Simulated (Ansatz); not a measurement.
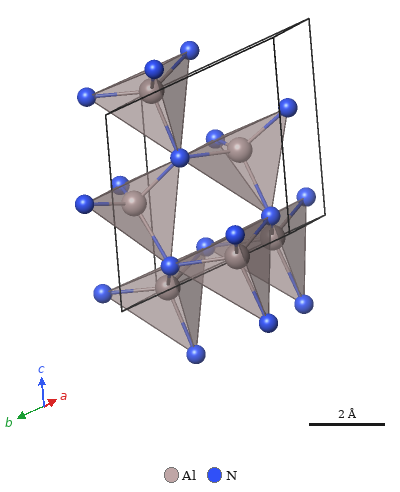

*The structure (polyhedral view of the cell of the calculation, set on other vectors, seen at an oblique angle; polyhedra are completed across the faces of the cell).*

## Single-point calculation of AlN (charge +1) (part 1 of 2)

System: AlN (P1, 8 atoms in the cell, total charge +1).
Method: DFT, r2SCAN, plane waves, PAW, spin-polarised (Ansatz 0.2.0).

The structure is a deliberately distorted cell. Figures and captions count atoms from 1; the log counts them from 0 in places.

The input
```yaml
crystal:
  lattice:
    - [4.599039, 2.566289, 0.060482]
    - [-1.570636, 2.631455, 0.018634]
    - [1.548368, 2.653733, 5.057596]
  atoms:
    - { symbol: Al, position: [0.168878, 0.476877, 0.993058], spin: 2.0 }
    - { symbol: Al, position: [0.69562, 0.005027, 0.991658], spin: 2.0 }
    - { symbol: Al, position: [0.104631, 0.746858, 0.484415], spin: 1.0 }
    - { symbol: Al, position: [0.567763, 0.252709, 0.500728], spin: 2.0 }
    - { symbol: "N", position: [0.489008, 0.79988, 0.387346], spin: 2.0 }
    - { symbol: "N", position: [0.959197, 0.314986, 0.382217], spin: 0.3 }
    - { symbol: "N", position: [0.403515, 0.067219, 0.886825], spin: 3.0 }
    - { symbol: "N", position: [0.903177, 0.557261, 0.876016], spin: 1.0 }
kpoints:
  mp_grid: { grid: [4, 6, 4], shift: [0.5, 0.0, 0.5] }
magnetization:
  spin_polarized: true
scf:
  occupations: { method: tetrahedron }
hamiltonian:
  pseudopotentials: { kind: paw }
  xc: r2scan
basis:
  ecutwfc: 500
total_charge: 1.0
output:
  forces: true
  stress: true
  eigenvalues: true
  write_density: true
  write_potential: true
  elf: true
  volumetric_format: npy
```

Hardware: 1 thread of Arm Neoverse V1, 24 GiB of memory available, shared host.

Command:
```bash
ansatz run input.yaml --threads 1 --pin off --max-ram 2560MiB --backend cpu --events-out ev --progress --plain --runs-dir out
```

Output
```
Warning: output.forces, output.stress, relax.cell or npt_langevin: where a Kohn–Sham band that disperses or a degenerate level is filled in part under the method tetrahedron, the forces or the stress that this run publishes need not agree with its energy (scf.occupations.method in the input reference, under Limitations); prefer a smearing scheme for the forces or the stress
band count auto-derived: 32 (N_el = 31.0; filled up to band 16; 31 by the electrons, moments and atoms)
Engine: ansatz 0.2.0, aarch64-unknown-linux-gnu
Pseudopotentials: kind: paw
Pseudopotential: Al, paw, valence charge 3, recommended cutoff 500 eV (meta_gga), Al.paw.azcp
Pseudopotential: N, paw, valence charge 5, recommended cutoff 500 eV (meta_gga), N.paw.azcp
Functional definition: r2SCAN
  parameter k0 = 0.174
  parameter k1 = 0.065
  parameter a1 = 4.9479
  exchange = r2scan_x(k0 = k0, k1 = k1, a1 = a1)
  correlation = r2scan_c
Crystal: 8 atoms, lattice volume = 80.942 Å³
Basis set: ecut = 500 eV, 2063 PW (Γ), exchange–correlation on 160×96×180 points (64 copies of the dense FFT grid, shifted against one another)
Bands: 32, of which v1, the nominal top of the filled ones, is band 16 counted from 1 (15 counted from 0)
Symmetry: 1 space group operations
Space group: P1 (ITA 1), of the structure as read, at distance tolerance 4.3e-5 Å
Magnetic group: BNS 1.1 (UNI 1), of the structure as read, at distance tolerance 4.3e-5 Å
k-points: 48 of 96 (time reversal used)
Non-local potential: Al, projectors of the file, l = 0: 2, l = 1: 2, l = 2: 1
Non-local potential: N, projectors of the file, l = 0: 2, l = 1: 2, l = 2: 1
PAW form: soft (Blöchl's): semilocal exchange-correlation on the pseudo side does not see the compensation charge
PAW frozen core: Al, regenerated for the run's functional (the file was generated under x = pbe(κ = 0.804, μ = 0.2195149727645171), c = pbe(β = 0.06672455060314922))
PAW frozen core: N, regenerated for the run's functional (the file was generated under x = pbe(κ = 0.804, μ = 0.2195149727645171), c = pbe(β = 0.06672455060314922))
PAW one-centre angular grid: Al, 302 points (default); XC on 160 Gauss nodes
PAW one-centre angular grid: N, 302 points (default); XC on 160 Gauss nodes
Initial density: superposition of atomic densities (chi_scale 0.1, normalization cell, long waves kept (reshape's long-wave potential 0.01 eV rms))
Starting moments: Σ|m| = 13.3 μB on 8 of 8 sites
Initial wavefunctions: pseudopotential atomic-orbital guess
Functional: x = r2scan, c = r2scan; τ floored in thin density (d = 2e-4 eV/Å³)
SCF iter   1: F=—  HF=-3715.025318 eV  |F-HF|=—  |Δ(HF+E_count)|=         —  Δρ=1.67e-1 (↑9.40e-2 ↓1.67e-1)  dr2=2.84e1  dr2_τ=8.80e-1  dr2_m=8.27e0  M=1.000 μB ∫|m|=1.460 μB  β_m=0.30  ethr=3.10e-3  ⟨swp⟩=6.6  Hψ=15843  notcnv=0  defer=2
preconditioner: auto → Kerker (q_TF=auto, 2.325 Å⁻¹)  [metal: no gap  n_scr=14 (ndim 8)  ℏωp=23.0 eV  f_vac=0.000]
spin=Collinear: Kerker preconditioning applied to the charge; magnetization (m = ρ↑ − ρ↓) channel mixes plain (no charge-response kernel on spin).
SCF iter   2: F=—  HF=-3714.911842 eV  |F-HF|=—  |Δ(HF+E_count)|=   1.13e-1  Δρ=1.08e-1 (↑6.50e-2 ↓1.08e-1)  dr2=9.79e0  dr2_τ=7.80e-2  dr2_m=4.16e0  M=1.000 μB ∫|m|=1.292 μB  β_m=0.30  ethr=3.10e-3  ⟨swp⟩=2.9  Hψ=6508  notcnv=0  defer=739  κ⁻¹=1.0e0(r=1)
SCF iter   3: F=—  HF=-3715.748362 eV  |F-HF|=—  |Δ(HF+E_count)|=   8.37e-1  Δρ=6.35e-2 (↑5.73e-2 ↓6.35e-2)  dr2=1.04e0  dr2_τ=9.22e-2  dr2_m=2.36e0  M=1.000 μB ∫|m|=1.088 μB  β_m=0.30  ethr=3.10e-3  ⟨swp⟩=3.0  Hψ=5960  notcnv=0  defer=734  κ⁻¹=9.2e-3(r=2)
SCF iter   4: F=—  HF=-3718.035684 eV  |F-HF|=—  |Δ(HF+E_count)|=    2.29e0  Δρ=4.14e-2 (↑4.11e-2 ↓4.14e-2)  dr2=3.19e-1  dr2_τ=1.09e-2  dr2_m=1.17e0  M=1.000 μB ∫|m|=1.063 μB  β_m=0.30  ethr=3.10e-3  ⟨swp⟩=2.2  Hψ=4594  notcnv=0  defer=748  κ⁻¹=7.3e-3(r=3)
SCF iter   5: F=—  HF=-3719.024067 eV  |F-HF|=—  |Δ(HF+E_count)|=   9.88e-1  Δρ=3.10e-2 (↑3.10e-2 ↓2.88e-2)  dr2=7.92e-2  dr2_τ=5.50e-3  dr2_m=6.35e-1  M=1.000 μB ∫|m|=1.060 μB  β_m=0.30  ethr=1.03e-3  ⟨swp⟩=2.9  Hψ=4363  notcnv=0  defer=748  κ⁻¹=9.0e-4(r=4)
SCF iter   6: F=—  HF=-3719.522032 eV  |F-HF|=—  |Δ(HF+E_count)|=   4.98e-1  Δρ=2.19e-2 (↑2.17e-2 ↓2.19e-2)  dr2=2.95e-2  dr2_τ=2.59e-3  dr2_m=3.47e-1  M=1.000 μB ∫|m|=1.067 μB  β_m=0.30  ethr=2.55e-4  ⟨swp⟩=3.2  Hψ=4935  notcnv=0  defer=750  κ⁻¹=1.7e-4(r=5)
SCF iter   7: F=—  HF=-3719.753804 eV  |F-HF|=—  |Δ(HF+E_count)|=   2.32e-1  Δρ=1.90e-2 (↑1.50e-2 ↓1.90e-2)  dr2=8.15e-2  dr2_τ=2.09e-3  dr2_m=2.10e-1  M=1.000 μB ∫|m|=1.073 μB  β_m=0.30  ethr=9.53e-5  ⟨swp⟩=2.5  Hψ=4549  notcnv=0  defer=746  κ⁻¹=5.4e-5(r=6)
SCF iter   8: F=—  HF=-3719.873860 eV  |F-HF|=—  |Δ(HF+E_count)|=   1.20e-1  Δρ=1.50e-2 (↑1.09e-2 ↓1.50e-2)  dr2=7.72e-2  dr2_τ=9.82e-4  dr2_m=1.21e-1  M=1.000 μB ∫|m|=1.073 μB  β_m=0.30  ethr=9.53e-5  ⟨swp⟩=2.6  Hψ=3946  notcnv=0  defer=747  κ⁻¹=2.6e-6(r=7)
SCF iter   9: F=—  HF=-3719.933154 eV  |F-HF|=—  |Δ(HF+E_count)|=   5.93e-2  Δρ=1.09e-2 (↑8.20e-3 ↓1.09e-2)  dr2=3.95e-2  dr2_τ=5.62e-4  dr2_m=6.59e-2  M=1.000 μB ∫|m|=1.070 μB  β_m=0.75  ethr=9.53e-5  ⟨swp⟩=2.4  Hψ=3818  notcnv=0  defer=747
Mixer restart at iter 9: flushing history
spin-set hold released at iteration 9 (site moments contracting): the magnetisation degrees of freedom join the quasi-Newton model from the next iteration; the mixer history was flushed
SCF iter  10: F=—  HF=-3720.000606 eV  |F-HF|=—  |Δ(HF+E_count)|=   6.75e-2  Δρ=6.60e-3 (↑3.26e-3 ↓6.60e-3)  dr2=5.69e-2  dr2_τ=5.56e-4  dr2_m=1.57e-2  M=0.979 μB ∫|m|=1.058 μB  β_m=1.20  ethr=9.53e-5  ⟨swp⟩=2.2  Hψ=4871  notcnv=0  defer=751  κ⁻¹=1.0e0(r=1)
SCF iter  11: F=—  HF=-3720.006576 eV  |F-HF|=—  |Δ(HF+E_count)|=   5.97e-3  Δρ=2.70e-3 (↑1.98e-3 ↓2.70e-3)  dr2=4.68e-2  dr2_τ=1.64e-4  dr2_m=6.30e-4  M=0.961 μB ∫|m|=1.046 μB  β_m=1.20  ethr=9.53e-5  ⟨swp⟩=2.1  Hψ=5098  notcnv=0  defer=751  κ⁻¹=1.4e-1(r=2)
SCF iter  12: F=—  HF=-3720.005730 eV  |F-HF|=—  |Δ(HF+E_count)|=   8.45e-4  Δρ=1.61e-3 (↑1.28e-3 ↓1.61e-3)  dr2=8.96e-3  dr2_τ=8.50e-5  dr2_m=3.71e-4  M=0.942 μB ∫|m|=1.023 μB  β_m=1.20  ethr=9.53e-5  ⟨swp⟩=2.4  Hψ=3803  notcnv=0  defer=749  κ⁻¹=4.0e-2(r=3)
SCF iter  13: F=—  HF=-3720.007881 eV  |F-HF|=—  |Δ(HF+E_count)|=   2.15e-3  Δρ=8.06e-4 (↑8.06e-4 ↓7.62e-4)  dr2=4.55e-3  dr2_τ=3.83e-5  dr2_m=8.09e-5  M=0.949 μB ∫|m|=1.027 μB  β_m=1.20  ethr=2.89e-5  ⟨swp⟩=2.1  Hψ=4127  notcnv=0  defer=750  κ⁻¹=1.8e-2(r=4)
SCF iter  14: F=—  HF=-3720.007596 eV  |F-HF|=—  |Δ(HF+E_count)|=   2.85e-4  Δρ=4.48e-4 (↑4.48e-4 ↓4.25e-4)  dr2=6.82e-4  dr2_τ=6.66e-6  dr2_m=1.55e-5  M=0.946 μB ∫|m|=1.024 μB  β_m=1.20  ethr=1.47e-5  ⟨swp⟩=2.8  Hψ=4638  notcnv=0  defer=749  κ⁻¹=3.8e-3(r=5)
SCF iter  15: F=—  HF=-3720.007577 eV  |F-HF|=—  |Δ(HF+E_count)|=   1.92e-5  Δρ=3.43e-4 (↑3.20e-4 ↓3.43e-4)  dr2=2.10e-4  dr2_τ=1.92e-6  dr2_m=1.60e-6  M=0.944 μB ∫|m|=1.021 μB  β_m=1.20  ethr=2.20e-6  ⟨swp⟩=2.1  Hψ=3164  notcnv=0  defer=748  κ⁻¹=1.9e-3(r=6)
SCF iter  16: F=—  HF=-3720.007747 eV  |F-HF|=—  |Δ(HF+E_count)|=   1.70e-4  Δρ=2.38e-4 (↑1.73e-4 ↓2.38e-4)  dr2=9.16e-5  dr2_τ=1.00e-6  dr2_m=3.21e-6  M=0.943 μB ∫|m|=1.021 μB  β_m=1.20  ethr=6.77e-7  ⟨swp⟩=2.6  Hψ=4548  notcnv=0  defer=748  κ⁻¹=3.3e-4(r=7)
SCF iter  17: F=—  HF=-3720.007793 eV  |F-HF|=—  |Δ(HF+E_count)|=   4.59e-5  Δρ=7.98e-5 (↑7.98e-5 ↓7.82e-5)  dr2=1.42e-5  dr2_τ=2.00e-7  dr2_m=4.20e-7  M=0.944 μB ∫|m|=1.022 μB  β_m=1.20  ethr=2.95e-7  ⟨swp⟩=2.0  Hψ=4920  notcnv=0  defer=748  κ⁻¹=1.6e-4(r=8)
SCF iter  18: F=—  HF=-3720.007781 eV  |F-HF|=—  |Δ(HF+E_count)|=   1.20e-5  Δρ=3.64e-5 (↑3.56e-5 ↓3.64e-5)  dr2=2.73e-6  dr2_τ=3.85e-8  dr2_m=1.20e-7  M=0.945 μB ∫|m|=1.022 μB  β_m=1.20  ethr=4.57e-8  ⟨swp⟩=2.3  Hψ=4720  notcnv=0  defer=748  κ⁻¹=6.8e-5(r=8)
SCF iter  19: F=—  HF=-3720.007775 eV  |F-HF|=—  |Δ(HF+E_count)|=   5.69e-6  Δρ=2.76e-5 (↑2.58e-5 ↓2.76e-5)  dr2=1.18e-6  dr2_τ=1.32e-8  dr2_m=1.96e-8  M=0.945 μB ∫|m|=1.022 μB  β_m=1.20  ethr=8.82e-9  ⟨swp⟩=2.4  Hψ=4304  notcnv=0  defer=748  κ⁻¹=1.2e-5(r=8)
SCF iter  20: F=—  HF=-3720.007775 eV  |F-HF|=—  |Δ(HF+E_count)|=   3.77e-7  Δρ=2.13e-5 (↑1.36e-5 ↓2.13e-5)  dr2=6.36e-7  dr2_τ=8.32e-9  dr2_m=3.66e-8  M=0.945 μB ∫|m|=1.022 μB  β_m=1.20  ethr=3.81e-9  ⟨swp⟩=2.4  Hψ=4692  notcnv=0  defer=748  κ⁻¹=4.2e-5(r=8)
SCF iter  21: F=—  HF=-3720.007779 eV  |F-HF|=—  |Δ(HF+E_count)|=   3.88e-6  Δρ=7.99e-6 (↑7.25e-6 ↓7.99e-6)  dr2=1.70e-7  dr2_τ=1.88e-9  dr2_m=5.24e-9  M=0.945 μB ∫|m|=1.022 μB  β_m=1.20  ethr=2.05e-9  ⟨swp⟩=2.9  Hψ=4994  notcnv=0  defer=748  κ⁻¹=4.2e-5(r=8)
SCF iter  22: F=—  HF=-3720.007779 eV  |F-HF|=—  |Δ(HF+E_count)|=   8.42e-7  Δρ=5.47e-6 (↑3.13e-6 ↓5.47e-6)  dr2=4.16e-8  dr2_τ=1.17e-9  dr2_m=5.01e-9  M=0.945 μB ∫|m|=1.022 μB  β_m=1.20  ethr=3.23e-10  ⟨swp⟩=11.3  Hψ=18616  notcnv=0  κ⁻¹=3.1e-5(r=8)
SCF iter  23: F=-3720.007779 eV  HF=-3720.007779 eV  |F-HF|=3.00e-8  |Δ(HF+E_count)|=   6.89e-7  Δρ=2.78e-6 (↑2.46e-6 ↓2.78e-6)  dr2=1.33e-8  dr2_τ=1.79e-10  dr2_m=3.30e-10  M=0.945 μB ∫|m|=1.022 μB  ethr=1.34e-10  ⟨swp⟩=6.0  Hψ=11017  notcnv=0
SCF 1 converged in 23 iterations: F = -3720.007779 eV  dr2 = 1.33e-8
  greatest PAW one-centre occupation: 0.807 electrons in one spin orbital (limit 2), on the N atom at site 5 (counted from 0), in its partial waves of l = 0
```

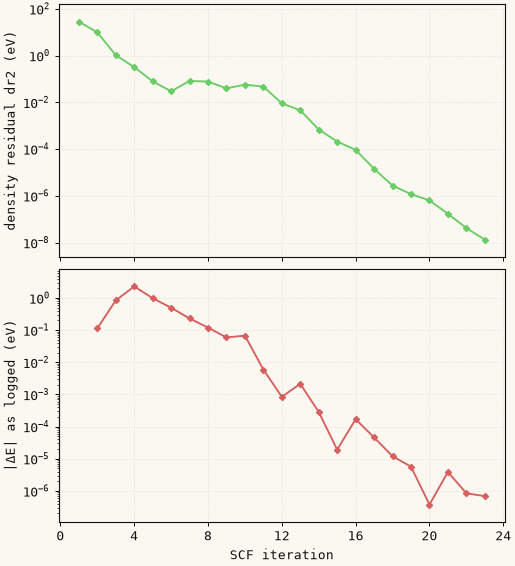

*Convergence of the self-consistent field: density residual dr2 and size of the energy change against the SCF iteration.*

The residual comes down, with one marked jump up, by a factor of about 3, at step 7.

```
this state was not tested for a lower state beside it, because cold or Methfessel-Paxton smearing, or corrected tetrahedra, fill the levels in a way that the test cannot read (fill_not_monotonic; see scf.lower_state_search)
SCF converged after 23 iterations
Magnetization: 0.9446 μB (15.9723 up, 15.0277 down)
Absolute magnetization: 1.0233 μB (∫|ρ↑−ρ↓|, with the PAW one-centre terms)
Spin contamination: 0.0068 ħ² per cell (⟨S²⟩ above its minimum at these occupations)
Per-site moments (μB) at R_I (Å): [(0.003109795038656708, 0.747452608449532), (0.0006530476149094846, 0.7313212592621238), (0.002293357277767508, 0.7522418260920715), (0.0015925105216883628, 0.7323939432346233), (0.07585891774385539, 0.7323939432346233), (0.29001466141601395, 0.7568394590451087), (0.24194402635415405, 0.747452608449532), (0.10402097243062831, 0.7313212592621238)]
Free energy (F): -3720.007779 eV
Harris-Foulkes:  -3720.007779 eV  (|F-HF|=3.00e-8)
Internal energy: -3720.007148 eV  (E = F + TS)
E sigma→0 (E₀):  -3720.007779 eV
Entropy (-TS):   -0.000630 eV (-0.079 meV/atom)
Fermi energy:    6.622610 eV
--- Per-component energies (eV) ---
  E_band       = 42.920800
  E_kinetic    = 629.661203
  E_local      = -882.172678  (includes V_loc(G=0)·N_el)
  E_nonlocal   = 217.450562
  E_hartree    = 304.652617
  E_xc         = -385.642885
  E_vxc        = -463.031654  (∫ρ·V_xc dr)
  E_paw        = -2409.243188  (= ΣΔE_a)
  E_vpaw       = -93.351856  (= ΣTr[D̂ρ^β])
  E_aug_tail   = 0.000075  (compensation charges beyond the density's cutoff)
  E_vtau       = 25.059632  (kinetic-family band-sum trace: ∫τ·v_τ [+ j·A + Jᵃ·Aᵃ] dr)
  E_ewald      = -1194.354164
  E_core_change = -0.358691  (= ΣΔE_core)
  E_smearing   = -0.000630  (= −TS)
  E_closure    = 0.000000  (closes the sum)
  E_deformation_potential = 17.728915  (in the stress; not in F)
  Σ components = -3720.007779   (vs F -3720.007779, Δ=0.00e0)
```
